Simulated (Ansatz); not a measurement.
# Calculations on SnO$_{2}$

**1. Relaxation**

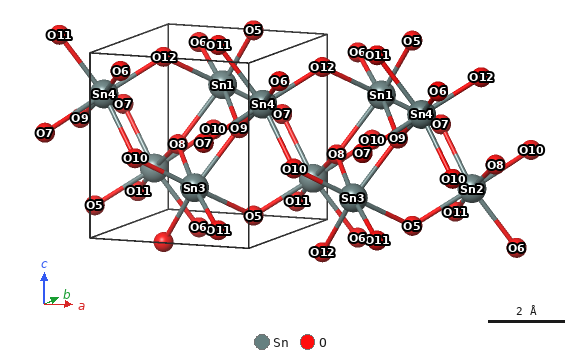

Starting structure of solid SnO2 (set up in Pbcn). Style: ball-and-stick. Shown: the cell of the calculation, repeated 2 × 1 × 1 with one cell outlined, slightly off an axis.

Case: volume × 0.88, shape and atoms relaxed.

Computed with DFT LDA, scalar-relativistic, plane waves, PAW (Ansatz).

Input
```yaml
crystal:
  lattice:
    - [4.5717063306, 0.0, 0.0]
    - [0.0, 5.3901852449, 0.0]
    - [0.0, 0.0, 4.9783921466]
  atoms:
    - { symbol: Sn, position: [0.5, 0.6789475282, 0.75] }
    - { symbol: Sn, position: [0.0, 0.8210524718, 0.25] }
    - { symbol: Sn, position: [0.5, 0.3210524718, 0.25] }
    - { symbol: Sn, position: [0.0, 0.1789475282, 0.75] }
    - { symbol: O, position: [0.7379903265, 0.59178097, 0.0702101003] }
    - { symbol: O, position: [0.2379903265, 0.90821903, 0.9297898997] }
    - { symbol: O, position: [0.7620096735, 0.90821903, 0.5702101003] }
    - { symbol: O, position: [0.2620096735, 0.59178097, 0.4297898997] }
    - { symbol: O, position: [0.7379903265, 0.40821903, 0.5702101003] }
    - { symbol: O, position: [0.2379903265, 0.09178097, 0.4297898997] }
    - { symbol: O, position: [0.7620096735, 0.09178097, 0.0702101003] }
    - { symbol: O, position: [0.2620096735, 0.40821903, 0.9297898997] }
basis:
  ecutwfc: 420
kpoints:
  mp_grid: { grid: [6, 6, 6] }
hamiltonian:
  xc: lda
scf:
  occupations: { method: gaussian, width: 0.02 }
output:
  forces: true
  stress: true
  eigenvalues: true
relax:
  adjacent_minimum: "off"
  f_tol: 0.01
  max_steps: 30
  cell: { stress_tol: 0.1, fix: [volume] }
```

Launched with:
```bash
ansatz run input.yaml --threads 2 --pin off --max-ram 5120MiB --backend cpu --events-out ev --progress --plain --runs-dir out
```

**What does the optimiser find from here?**

After 6 accepted moves (8 points after the start) the energy has fallen by 3.0 meV per atom. Largest force component: 0.11 eV/Å at the start, 0.00096 eV/Å at the end. The pressure goes from 33.29 to 30.17 GPa. At 2 points the geometry stayed and the basis and grid were re-selected for the new cell (energy shift of 0.2 meV per atom at most each time). The largest moves relative to the cell, 0.056 Å, are those of 8 atoms (O5, O6, O7, O8 and others). O8 goes along [−1 −3 2]. By element the largest moves are O 0.056 Å, Sn 0.051 Å. The drawn cell changes at constant volume: a 4.572 → 4.643 Å (+1.6 %), b 5.390 → 5.324 Å (−1.2 %), c 4.978 → 4.962 Å (−0.3 %). Near-neighbour distances that change, for instance: Sn1–O12 2.028 → 2.046 Å, Sn1–O5 1.986 → 1.997 Å, Sn1–O6 1.940 → 1.945 Å. Bond angles that change, for instance: O10–Sn4–O11 152.6° → 147.4°, O6–Sn4–O10 83.7° → 81.3°, O6–Sn4–O7 88.0° → 90.0°. The space group stays Pbcn (No. 60).

After the run, drawn alike:

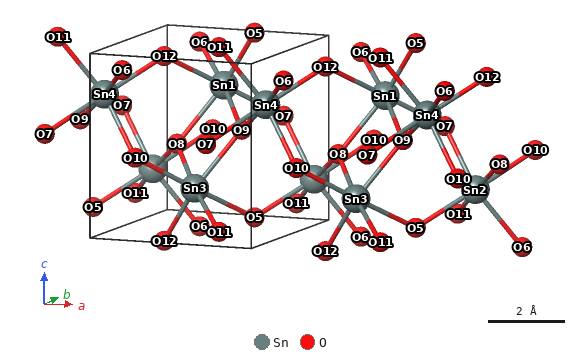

**2. Relaxation**

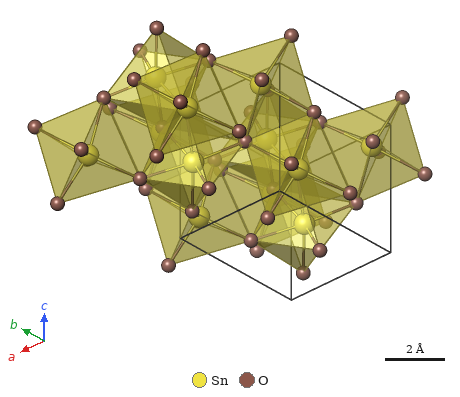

This is the input geometry for a relaxation of solid SnO2 (set up in Pbcn). A polyhedral model of the cell of the calculation, repeated 1 × 2 × 1 with one cell outlined, seen from a free direction.

Case: volume × 0.94, shape and atoms relaxed.

These are results of DFT LDA, scalar-relativistic, plane waves, PAW (Ansatz), not measurements.

The input:
```yaml
crystal:
  lattice:
    - [4.6143652059, 0.0, 0.0]
    - [0.0, 5.5684589036, 0.0]
    - [0.0, 0.0, 5.099989918]
  atoms:
    - { symbol: Sn, position: [0.5, 0.6697997104, 0.75] }
    - { symbol: Sn, position: [0.0, 0.8302002896, 0.25] }
    - { symbol: Sn, position: [0.5, 0.3302002896, 0.25] }
    - { symbol: Sn, position: [0.0, 0.1697997104, 0.75] }
    - { symbol: O, position: [0.7332951563, 0.6016056144, 0.0760185019] }
    - { symbol: O, position: [0.2332951563, 0.8983943856, 0.9239814981] }
    - { symbol: O, position: [0.7667048437, 0.8983943856, 0.5760185019] }
    - { symbol: O, position: [0.2667048437, 0.6016056144, 0.4239814981] }
    - { symbol: O, position: [0.7332951563, 0.3983943856, 0.5760185019] }
    - { symbol: O, position: [0.2332951563, 0.1016056144, 0.4239814981] }
    - { symbol: O, position: [0.7667048437, 0.1016056144, 0.0760185019] }
    - { symbol: O, position: [0.2667048437, 0.3983943856, 0.9239814981] }
basis:
  ecutwfc: 420
kpoints:
  mp_grid: { grid: [6, 6, 6] }
hamiltonian:
  xc: lda
scf:
  occupations: { method: gaussian, width: 0.02 }
output:
  forces: true
  stress: true
  eigenvalues: true
relax:
  adjacent_minimum: "off"
  f_tol: 0.01
  max_steps: 30
  cell: { stress_tol: 0.1, fix: [volume] }
```

Command:
```bash
ansatz run input.yaml --threads 2 --pin off --max-ram 5120MiB --backend cpu --events-out ev --progress --plain --runs-dir out
```

### What does the optimiser find from here?

The largest moves relative to the cell, 0.028 Å, are those of 8 atoms (O5, O6, O7, O8 and others). O11 goes along [−1 −2 −1]. Largest moves by element: O 0.028 Å, Sn 0.020 Å. The drawn cell changes at constant volume: a 4.614 → 4.635 Å (+0.4 %), b 5.568 → 5.547 Å (−0.4 %), c 5.100 → 5.097 Å (0.0 %). Near-neighbour distances that change, for instance: Sn1–O12 2.057 → 2.063 Å, Sn1–O5 2.017 → 2.023 Å. Among the angles between lasting bonds that change: O10–Sn4–O11 158.3° → 156.0°. The space group stays Pbcn (No. 60). After 4 accepted moves (7 points after the start) the energy has fallen by 1.1 meV per atom. The largest force component goes from 0.11 to 0.00073 eV/Å. The pressure goes from 14.78 to 13.66 GPa. The line search rejected the trial step at point 3 of the run. The SCF was repeated twice at an unchanged geometry on a basis and grid sized afresh for the cell, which shifted the energy by less than 0.05 meV per atom at most. Cost: 2.3 min on 2 threads of Arm Neoverse V1, with other jobs on the host, peak memory 0.67 GiB.

History of the run:

```json
{"step": "0", "E − E(0), meV/atom": "0.00", "largest force component, eV/Å": "0.1100", "pressure, GPa": "14.78", "note": ""}
{"step": "1", "E − E(0), meV/atom": "-0.86", "largest force component, eV/Å": "0.0425", "pressure, GPa": "14.12", "note": ""}
{"step": "2", "E − E(0), meV/atom": "-1.07", "largest force component, eV/Å": "0.0338", "pressure, GPa": "13.74", "note": ""}
{"step": "3", "E − E(0), meV/atom": "-1.02", "largest force component, eV/Å": "0.0683", "pressure, GPa": "13.63", "note": "rejected"}
{"step": "4", "E − E(0), meV/atom": "-1.11", "largest force component, eV/Å": "0.0047", "pressure, GPa": "13.67", "note": ""}
{"step": "5", "E − E(0), meV/atom": "-1.14", "largest force component, eV/Å": "0.0047", "pressure, GPa": "13.68", "note": "same geometry, new basis"}
{"step": "6", "E − E(0), meV/atom": "-1.14", "largest force component, eV/Å": "0.0007", "pressure, GPa": "13.66", "note": ""}
{"step": "7", "E − E(0), meV/atom": "-1.14", "largest force component, eV/Å": "0.0007", "pressure, GPa": "13.66", "note": "same geometry, new basis"}
```

**3. A change**

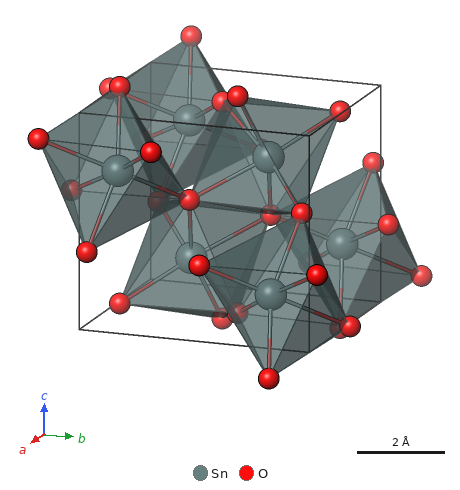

Reference structure: a crystal of SnO2 (set up in Pbcn). A polyhedral model of the cell of the calculation, seen slightly off an axis.

Computed with DFT LDA, scalar-relativistic, plane waves, PAW (Ansatz 0.2.0). (plane-wave cutoff 420 eV; k-point mesh 6 × 6 × 6; occupations gaussian; smearing width 0.02 eV; no spin polarisation)

Change: The volume is changed by −3.0 %. The cell's shape and the atoms are relaxed at that volume.

> Predict the response.

The volume changes by −3.0 %, with a 4.703 → 4.663 Å (−0.9 %), b 5.695 → 5.627 Å (−1.2 %), c 5.204 → 5.154 Å (−1.0 %). The largest moves relative to the cell, 0.023 Å, are those of O atoms. Largest moves by element: O 0.023 Å, Sn 0.014 Å. Near-neighbour distances before and after: O–Sn 2.022 → 2.001 Å, O–Sn 2.095 → 2.078 Å, O–Sn 2.053 → 2.038 Å. The space group stays Pbcn (No. 60). The energy rises by 6.7 meV per atom. Pressure: 0.0 GPa before, 6.4 GPa after.
